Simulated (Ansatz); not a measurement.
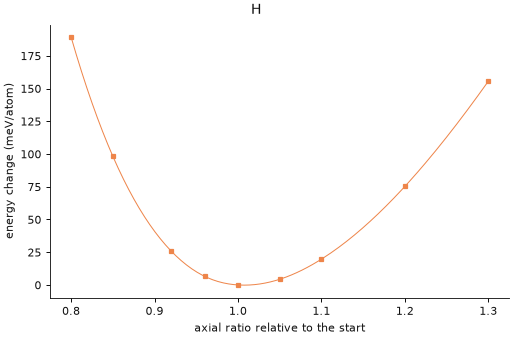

The plot gives the computed energy change against relative axial ratio for H, space group P4/mmm (No. 123).

Structure:
```
CELL_PARAMETERS angstrom
2.64964 0.00000 0.00000
0.00000 2.64964 0.00000
0.00000 0.00000 0.98049
ATOMIC_POSITIONS crystal
H 0.00000 0.00000 0.50000
```

Method: deformation of a crystal at fixed volume, lengths along the axis scaled against those across it, fractional coordinates fixed, by plane-wave density functional theory with PAW datasets, free energies less that of the undisturbed cell, pressure positive in compression; scalar-relativistic (Ansatz 0.2.0). Level: PBEsol, no spin polarisation.

wave cutoff 420 eV; k mesh 12×12×30; occupations Gaussian; smearing width 0.05 eV; k shift (0, 0, 0) (mesh steps); start as given; path tetragonal; axis direction (0, 0, 1) (Cartesian unit vector).

From this curve and the settings, what does the calculation give for the pressure at the same points?

The pressure falls from 21.0 GPa at relative axial ratio 0.80 to −12.4 GPa at 1.30, and changes sign near 1.03.

| axial ratio relative to the start | pressure (GPa) |
| --- | --- |
| 0.80 | 21.0 |
| 0.85 | 15.0 |
| 0.92 | 8.1 |
| 0.96 | 4.8 |
| 1.00 | 1.9 |
| 1.05 | −1.5 |
| 1.10 | −4.4 |
| 1.20 | −9.0 |
| 1.30 | −12.4 |

Keep in mind: bands overlap; reference crystal is not relaxed; shape and atomic fractions are frozen while scaling, which makes layered, chain and framework solids too stiff.
